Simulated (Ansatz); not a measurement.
# Single-point calculation, with input and output: B₃₂N₃₃ (part 2 of 2)

The same run, continued: B₃₂N₃₃ (defect cell, 65 atoms in the cell); DFT PBE, scalar-relativistic, plane waves, PAW, spin-polarised (Ansatz 0.2.0); cutoff 420 eV, 3×3×3 k-mesh, Gaussian smearing of 0.05 eV, collinear spins. The structure derives from a Materials Project entry.

### Output, continued
```
--- Forces (eV/Å), atoms counted from 1 ---
  atom   1  B     -0.00106802     0.00435722    -0.00263469
  atom   2  B      0.01001816     0.00359349     0.00111879
  atom   3  B      0.00181496    -0.00159890    -0.00435232
  atom   4  B      0.00255563     0.00130803     0.00411958
  atom   5  B     -0.00048311     0.00699798     0.00382465
  atom   6  B     -0.01007570     0.00439544     0.00325223
  atom   7  B      0.02299548     0.01647024     0.01291754
  atom   8  B     -0.00215540    -0.00039693     0.00382071
  atom   9  B     -0.00009992    -0.00895044    -0.00094562
  atom  10  B     -0.00116124     0.00210018     0.00345823
  atom  11  B     -0.00015248    -0.00379262     0.00090464
  atom  12  B     -0.00127625    -0.00317903     0.00048666
  atom  13  B     -0.00244495    -0.00115864     0.00152331
  atom  14  B     -0.02545093     0.01827708    -0.00170726
  atom  15  B     -0.00273452     0.00266384    -0.00191463
  atom  16  B     -0.00636578    -0.00036686    -0.00093398
  atom  17  B     -0.00327681    -0.00493443    -0.00370388
  atom  18  B      0.00986710     0.00341232    -0.00175371
  atom  19  B     -0.00360434    -0.01007159    -0.00047757
  atom  20  B     -0.00161497    -0.00518543    -0.00215652
  atom  21  B      0.00019118    -0.00422894    -0.00145083
  atom  22  B     -0.00389146    -0.01726034    -0.00207781
  atom  23  B     -0.00030628     0.00269915    -0.00034527
  atom  24  B     -0.00017916    -0.00087319    -0.00278115
  atom  25  B     -0.00077222     0.03486627    -0.01645618
  atom  26  B      0.00144931    -0.00356743     0.00509255
  atom  27  B      0.00552887    -0.01709119    -0.00133188
  atom  28  B      0.00524443    -0.01177123    -0.00089246
  atom  29  B     -0.00765642     0.01331002     0.00403836
  atom  30  B      0.00183504     0.00007545     0.00508210
  atom  31  B      0.00694972     0.01086697     0.00408100
  atom  32  B      0.00572952    -0.03110960    -0.01564350
  atom  33  N     -0.00271963     0.01528223    -0.00047864
  atom  34  N     -0.00155804     0.00229873    -0.00239001
  atom  35  N      0.00411943    -0.01214571     0.00303600
  atom  36  N     -0.00141557    -0.00250700     0.00682646
  atom  37  N      0.00415227     0.01347235     0.00142912
  atom  38  N     -0.00035937     0.00271005     0.00020611
  atom  39  N      0.00266476     0.00280177    -0.00060771
  atom  40  N      0.00234174     0.00951160    -0.00944692
  atom  41  N      0.00006587    -0.00488479     0.00058213
  atom  42  N      0.00147280    -0.00141702    -0.00088166
  atom  43  N      0.00010045     0.00167777    -0.00215087
  atom  44  N      0.00351594    -0.00073264    -0.00103080
  atom  45  N     -0.00100020     0.00531851     0.00342260
  atom  46  N     -0.00140995     0.00155419     0.00251244
  atom  47  N      0.00280370    -0.00349821     0.00602271
  atom  48  N      0.00136224     0.00063289     0.00135962
  atom  49  N     -0.00510428    -0.01413292     0.00037386
  atom  50  N      0.00294962    -0.00076831    -0.00019714
  atom  51  N     -0.00818999    -0.02244764    -0.00906851
  atom  52  N     -0.00387845     0.00071083    -0.00011536
  atom  53  N      0.00247752    -0.00335658    -0.00322935
  atom  54  N      0.00075758     0.00024190     0.00084993
  atom  55  N     -0.00331629     0.01744945     0.00216851
  atom  56  N     -0.00049060     0.00491053    -0.00034574
  atom  57  N     -0.00076943     0.00898032     0.00278157
  atom  58  N      0.00020507    -0.00664999     0.00347668
  atom  59  N     -0.00055112     0.00131161     0.00025723
  atom  60  N      0.00648447    -0.01182336    -0.00125612
  atom  61  N     -0.00076433     0.00241064     0.00098794
  atom  62  N      0.00514696     0.00273901     0.00140117
  atom  63  N      0.00024006     0.00300588     0.00274612
  atom  64  N     -0.00027810     0.00220992    -0.00294993
  atom  65  N     -0.00846353    -0.01472145     0.00154765
  max |Σ_I F_I| component: 1.46e-6 eV/Å
--- Band table (eV; the first three rows and the last of 28) ---
  k-point 0 ↑: bands = ["-15.3849", "-12.9574", "-12.7070", "-12.0659", "-12.0426", "-11.9223", "-11.8831", "-11.8351", "-11.6517", "-11.6335", "-11.6144", "-11.5855", "-11.5541", "-11.5088", "-11.0574", "-10.3115", "-10.1768", "-10.1297", "-10.0785", "-10.0565", "-9.9763", "-9.9426", "-9.9163", "-9.8069", "-9.7988", "-9.7838", "-9.7740", "-9.7487", "-9.7439", "-9.6551", "-9.5859", "-9.5378", "-8.1246", "-4.6237", "-4.5861", "-4.3353", "-3.9979", "-3.9479", "-3.9014", "-3.4387", "-3.3506", "-3.0898", "-3.0753", "-3.0323", "-3.0259", "-2.6831", "-2.6738", "-2.6661", "-2.6525", "-2.6195", "-2.6056", "-2.0198", "-1.6844", "-1.5081", "-1.3389", "-1.3084", "-1.2829", "-1.2716", "-1.1494", "-0.9770", "-0.9757", "-0.9551", "-0.9063", "-0.8981", "-0.8327", "-0.7420", "-0.7149", "-0.5439", "-0.5159", "-0.4763", "-0.2592", "-0.1823", "-0.1808", "-0.1793", "-0.1246", "-0.1119", "0.0981", "0.2055", "0.3291", "0.4063", "0.4937", "0.5346", "0.5980", "0.6400", "0.6921", "0.7939", "0.8449", "0.8466", "0.9771", "1.0403", "1.2227", "1.3381", "1.4242", "1.4820", "1.5312", "1.5341", "1.5536", "1.6213", "1.6595", "1.7390", "1.7406", "1.9526", "1.9615", "1.9692", "2.0070", "2.0712", "2.0785", "2.2103", "2.8151", "2.8862", "2.9897", "3.0122", "3.0844", "3.2725", "3.2941", "3.4045", "3.4103", "3.4457", "3.6261", "3.6878", "3.8678", "4.0579", "4.1498", "4.1649", "4.2079", "4.2139", "4.2405", "4.3178", "4.4626", "4.6029", "4.7463", "8.6461", "9.1511", "9.2772", "9.4088", "10.0115", "10.0480", "10.0903", "10.2427", "10.2957", "10.4203", "10.4431", "10.4991", "10.6274", "10.6660", "10.6756", "10.7059", "10.7268", "11.0140", "11.7161", "12.3086", "12.3137", "12.3770", "12.3852"]
  k-point 1 ↑: bands = ["-15.3839", "-12.8822", "-12.5802", "-12.4584", "-12.2255", "-12.1990", "-11.9215", "-11.8498", "-11.8046", "-11.5010", "-11.2709", "-11.1120", "-11.1052", "-11.0424", "-10.8699", "-10.8003", "-10.5351", "-10.4673", "-10.4501", "-10.3341", "-10.1745", "-10.0208", "-9.9735", "-9.9332", "-9.7616", "-9.7585", "-9.6601", "-9.6330", "-9.6260", "-9.6160", "-9.2615", "-9.2314", "-8.1081", "-4.4339", "-4.4097", "-4.0285", "-3.7238", "-3.7082", "-3.6215", "-3.5789", "-3.5723", "-3.5020", "-3.3470", "-3.1836", "-3.1653", "-3.1133", "-3.0891", "-2.6037", "-2.5219", "-2.4085", "-2.0639", "-2.0023", "-1.9287", "-1.9140", "-1.8733", "-1.7582", "-1.5662", "-1.5114", "-1.5113", "-1.3068", "-1.0690", "-1.0586", "-0.9607", "-0.8056", "-0.6952", "-0.4196", "-0.3937", "-0.3429", "-0.2937", "-0.1757", "-0.0061", "0.0251", "0.1063", "0.1453", "0.1805", "0.2890", "0.3589", "0.4419", "0.4525", "0.4943", "0.5437", "0.6179", "0.6921", "0.7333", "0.7676", "0.8139", "0.8942", "0.9296", "0.9867", "1.0180", "1.1072", "1.1583", "1.2187", "1.2807", "1.3880", "1.4038", "1.4143", "1.6162", "1.6490", "1.6655", "1.9132", "2.0447", "2.0624", "2.0742", "2.1940", "2.2231", "2.3481", "2.3940", "2.6246", "2.6831", "2.7105", "2.9044", "2.9872", "3.0409", "3.1352", "3.2142", "3.2827", "3.3220", "3.3467", "3.5387", "3.5600", "3.8107", "4.0217", "4.1060", "4.1583", "4.2175", "4.2574", "4.4800", "4.6661", "4.8160", "4.9245", "8.7387", "9.4318", "9.5136", "9.5713", "9.7906", "9.8661", "9.9629", "10.0995", "10.1346", "10.2363", "10.2710", "10.4700", "10.4828", "10.5710", "11.1224", "11.1807", "11.4026", "11.5546", "11.7374", "11.7931", "11.9469", "12.2264", "12.3022"]
  k-point 2 ↑: bands = ["-15.3840", "-12.8676", "-12.5898", "-12.4812", "-12.2178", "-12.1751", "-11.9379", "-11.8404", "-11.8117", "-11.5135", "-11.2766", "-11.1221", "-11.0996", "-11.0336", "-10.8747", "-10.7954", "-10.5177", "-10.4642", "-10.4464", "-10.2796", "-10.1577", "-10.0209", "-10.0056", "-9.9979", "-9.7605", "-9.7468", "-9.6856", "-9.6585", "-9.6219", "-9.5831", "-9.2508", "-9.2248", "-8.1111", "-4.4775", "-4.3333", "-4.0033", "-3.7698", "-3.7059", "-3.6429", "-3.6132", "-3.5505", "-3.4900", "-3.3507", "-3.1951", "-3.1576", "-3.1153", "-3.0796", "-2.6004", "-2.4657", "-2.4087", "-2.1860", "-1.9633", "-1.9274", "-1.9080", "-1.8837", "-1.6581", "-1.6123", "-1.5362", "-1.4674", "-1.2345", "-1.0886", "-1.0505", "-0.9492", "-0.8878", "-0.7175", "-0.4864", "-0.4148", "-0.3324", "-0.3194", "-0.2766", "-0.0657", "0.0655", "0.1139", "0.1463", "0.1952", "0.2954", "0.3850", "0.4394", "0.4830", "0.5358", "0.5750", "0.6342", "0.6982", "0.7596", "0.8164", "0.8376", "0.8960", "0.9374", "0.9931", "1.0153", "1.0464", "1.1797", "1.2374", "1.2839", "1.3837", "1.4188", "1.5514", "1.5893", "1.6402", "1.6887", "1.8686", "1.9484", "2.0369", "2.0665", "2.1558", "2.2515", "2.3593", "2.3891", "2.6136", "2.6554", "2.7397", "2.8319", "2.9784", "3.0664", "3.1761", "3.2329", "3.3172", "3.3389", "3.4310", "3.4636", "3.5413", "3.7582", "3.9319", "4.1133", "4.1903", "4.2184", "4.3737", "4.4590", "4.6492", "4.7635", "4.9492", "8.7388", "9.4229", "9.5026", "9.6169", "9.7455", "9.8430", "9.9230", "10.0089", "10.1194", "10.2776", "10.3896", "10.4272", "10.4777", "10.7124", "11.0527", "11.2953", "11.4121", "11.5140", "11.6579", "11.8104", "12.0170", "12.1429", "12.3692"]
  k-point 13 ↓: bands = ["-15.0638", "-12.8324", "-12.6182", "-12.4792", "-12.2195", "-12.1573", "-11.9077", "-11.8106", "-11.7930", "-11.5130", "-11.2754", "-11.0956", "-11.0838", "-11.0216", "-10.8520", "-10.7624", "-10.5086", "-10.4704", "-10.4462", "-10.2636", "-10.1469", "-10.0032", "-9.9931", "-9.9873", "-9.7649", "-9.7468", "-9.6774", "-9.6399", "-9.5999", "-9.5709", "-9.2337", "-9.2021", "-7.6995", "-4.3761", "-4.2336", "-3.9865", "-3.7338", "-3.7199", "-3.6309", "-3.5915", "-3.5490", "-3.4870", "-3.3468", "-3.1913", "-3.1492", "-3.1111", "-3.0599", "-2.5699", "-2.4304", "-2.3931", "-2.1717", "-1.9420", "-1.9251", "-1.9058", "-1.8566", "-1.6513", "-1.5913", "-1.5221", "-1.4528", "-1.1931", "-1.0676", "-0.9458", "-0.8856", "-0.7598", "-0.5919", "-0.4700", "-0.3935", "-0.3178", "-0.2905", "-0.2354", "-0.0915", "0.0011", "0.0866", "0.0969", "0.1452", "0.1812", "0.2171", "0.3796", "0.4363", "0.4526", "0.5086", "0.6022", "0.6616", "0.6901", "0.7908", "0.8530", "0.9564", "0.9923", "1.0023", "1.1372", "1.2001", "1.2723", "1.2984", "1.3664", "1.4072", "1.4593", "1.5659", "1.6286", "1.6728", "1.7670", "1.8747", "2.0337", "2.0763", "2.1425", "2.3803", "2.4670", "2.5242", "2.6424", "2.6745", "2.7352", "2.7714", "2.8434", "2.8739", "2.9285", "3.0838", "3.1516", "3.3306", "3.4577", "3.4882", "3.5101", "3.6755", "3.8223", "3.9858", "4.0557", "4.1304", "4.2371", "4.3947", "4.4580", "4.5831", "5.0644", "5.9187", "8.8564", "9.4444", "9.6232", "9.7779", "9.8276", "9.8418", "9.9070", "10.0121", "10.1292", "10.1830", "10.3909", "10.5083", "10.6836", "10.9411", "11.1073", "11.2355", "11.4490", "11.6710", "11.7477", "11.8850", "11.9226", "12.0407", "12.1149"]
--- Löwdin populations: 65 sites ---
  site symbol       q [e]    m [muB]
     0      B      2.5973    -0.0000
     1      B      2.6224     0.0003
     2      B      2.6127     0.0008
     3      B      2.6133    -0.0003
     4      B      2.5973    -0.0000
     5      B      2.6224     0.0003
     6      B      2.5885     0.0139
     7      B      2.6035    -0.0000
     8      B      2.6102     0.0010
     9      B      2.5935    -0.0002
    10      B      2.6087     0.0032
    11      B      2.5929     0.0009
    12      B      2.6049     0.0011
    13      B      2.5887     0.0139
    14      B      2.6133    -0.0003
    15      B      2.5991     0.0008
    16      B      2.6127     0.0008
    17      B      2.5991     0.0008
    18      B      2.6062     0.0026
    19      B      2.6087     0.0032
    20      B      2.5928     0.0009
    21      B      2.6167     0.0067
    22      B      2.6077    -0.0002
    23      B      2.5965     0.0007
    24      B      2.6677    -0.0200
    25      B      2.6198    -0.0006
    26      B      2.6166     0.0067
    27      B      2.6061     0.0026
    28      B      2.6195     0.0014
    29      B      2.6049     0.0010
    30      B      2.6194     0.0014
    31      B      2.6373    -0.0175
    32      N      5.3470     0.0200
    33      N      5.3350     0.0029
    34      N      5.3423     0.0036
    35      N      5.3246     0.0784
    36      N      5.3469     0.0203
    37      N      5.3350     0.0029
    38      N      5.3326     0.0015
    39      N      5.1240     0.0087
    40      N      5.3383     0.0027
    41      N      5.3356     0.0000
    42      N      5.3405     0.0010
    43      N      5.3346     0.0016
    44      N      5.3325     0.0026
    45      N      5.3326     0.0016
    46      N      5.3239     0.0805
    47      N      5.3330     0.0048
    48      N      5.3423     0.0037
    49      N      5.3330     0.0046
    50      N      5.3279     0.0033
    51      N      5.3405     0.0010
    52      N      5.3346     0.0016
    53      N      5.3375     0.0013
    54      N      5.3437    -0.0016
    55      N      5.3418     0.0000
    56      N      5.3349     0.0037
    57      N      5.3520    -0.0002
    58      N      5.3375     0.0013
    59      N      5.3279     0.0033
    60      N      5.3338     0.0055
    61      N      5.3326     0.0025
    62      N      5.3338     0.0055
    63      N      5.3303     0.0001
    64      N      5.0542     0.7010
  spilling = 0.007292 (of n_electrons = 261.000000)
--- Band densities, each state counted as filled ---
  window                                       electrons  max residual (eV)  cut levels
  e_range: [-0.96, -0.35]            3.185185 + 2.814815             1.4e-6           0
  e_range: [0.35, 0.96]              0.000000 + 1.000000             1.3e-4           0
  e_range: [0.33, 0.53]              0.000000 + 1.000000             1.3e-4           0
  e_range: [3.16, 3.44]              1.000000 + 1.000000             1.5e-4           0
```

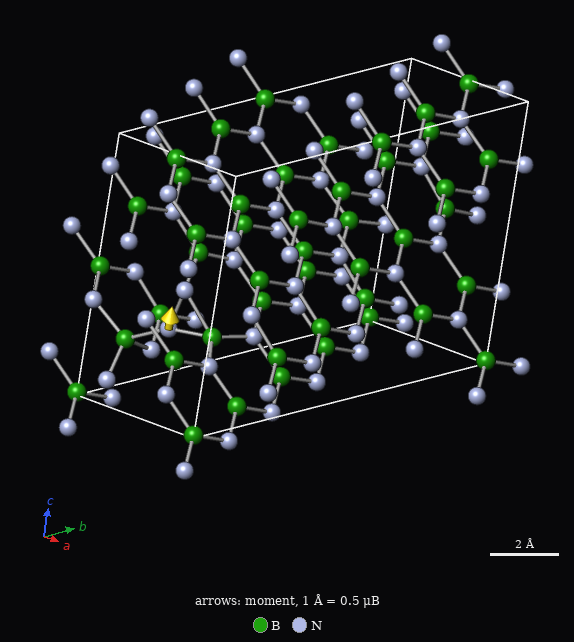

Fig. 1: Magnetic moments of the sites as yellow arrows (ball-and-stick view of the cell of the calculation, seen slightly off an axis; bonded neighbours outside the cell are drawn too); small moments hardly show. The run is collinear, so the axis drawn is arbitrary. Site moments: N65 (0.39 μB). They are counted near the atoms and needn't add up to the moment of the cell. Atoms are counted from 1 in the order of the input.

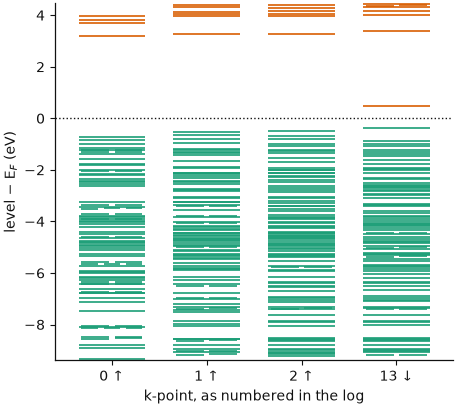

Fig. 2: Kohn–Sham levels near the Fermi level (dotted) at the few k-points that the log prints; levels within 0.02 eV of each other stand side by side. Among these points the highest filled and lowest empty levels are 0.85 eV apart; the gap on the full mesh, 0.73 eV, has an edge at a point that isn't printed.

### Results in brief

```json
{"quantity": "outcome", "value": "converged"}
{"quantity": "electrons treated", "value": "261"}
{"quantity": "free energy", "value": "−17735.8382 eV"}
{"quantity": "Fermi energy", "value": "5.453 eV"}
{"quantity": "gap on the k-point mesh", "value": "0.73 eV"}
{"quantity": "net moment of the cell", "value": "1.00 μB"}
{"quantity": "integrated absolute moment", "value": "1.10 μB"}
{"quantity": "largest force (length of the vector)", "value": "0.039 eV/Å"}
{"quantity": "hardware", "value": "4 threads of Arm Neoverse N1, 98 GiB of memory available, shared host"}
{"quantity": "wall time", "value": "4.3 min (CPU time 15 min)"}
{"quantity": "peak memory", "value": "2.9 GiB"}
```

### Notes

Notes on the run: the state was not tested for a lower one.
